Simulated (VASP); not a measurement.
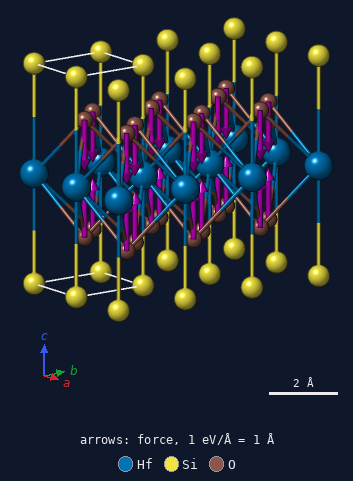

Starting geometry of a crystal of HfSiO4 (a generated structure, set up in P6/mmm) with the computed forces as purple arrows. Style: ball-and-stick. Shown: the cell of the calculation, repeated 2 × 3 × 1 with one cell outlined, slightly off an axis.

The run lets cell and atoms move.

All numbers below come from Kohn-Sham DFT of a periodic cell, PBE, VASP PAW PBE potentials, recommended in VASP 6.6.1.

The input:
```
PREC     = Normal         # precision mode
ENCUT    = 520            # plane-wave cutoff, eV
EDIFF    = 1E-4           # SCF threshold, eV
ISMEAR   = 0              # smearing method
SIGMA    = 0.15           # smearing width, eV
LREAL    = False          # projectors in reciprocal space
LASPH    = True           # aspherical terms in the spheres
NELM     = 60             # most SCF steps
ALGO     = Fast           # electronic algorithm
ISIF     = 3              # what is computed and relaxed
LWAVE    = False          # write WAVECAR
LCHARG   = False          # write CHGCAR
GGA      = PE             # functional
IBRION   = 2              # ionic algorithm
NSW      = 24             # ionic steps
EDIFFG   = -0.08          # ionic threshold
KPAR     = 2
```

Command:
```bash
cat potpaw_PBE.64/Hf_pv/POTCAR potpaw_PBE.64/Si/POTCAR potpaw_PBE.64/O/POTCAR > POTCAR
mpirun -np 2 vasp_std > vasp.out
```

Is this structure relaxed? If not, where do the atoms go?

It isn't relaxed: the largest force vector, on O atoms, is 1.53 eV/Å. The atoms end up moving mostly along the starting forces (cosine between the two patterns 1.00). The largest moves relative to the cell, 0.25 Å, are those of O atoms. Si and Hf stay in place. The volume changes by +3.9 %, with a = b 3.260 → 3.590 Å (+10.1 %), c 6.594 → 5.648 Å (−14.3 %). Near-neighbour distances that change, for instance: Hf–Si 3.297 → 2.824 Å, Hf–Hf 3.260 → 3.590 Å, Hf–O 2.575 → 2.421 Å. Bond angles that change, for instance: Hf–O–Hf 78.5° → 95.7°. The space group stays P6/mmm (No. 191). The energy falls by 5.170 eV per cell of the calculation in 11 geometry steps. Largest force component: 1.5 eV/Å at the start, 0.011 eV/Å at the end. Pressure: 18.76 GPa at the start and 0.24 GPa at the end.
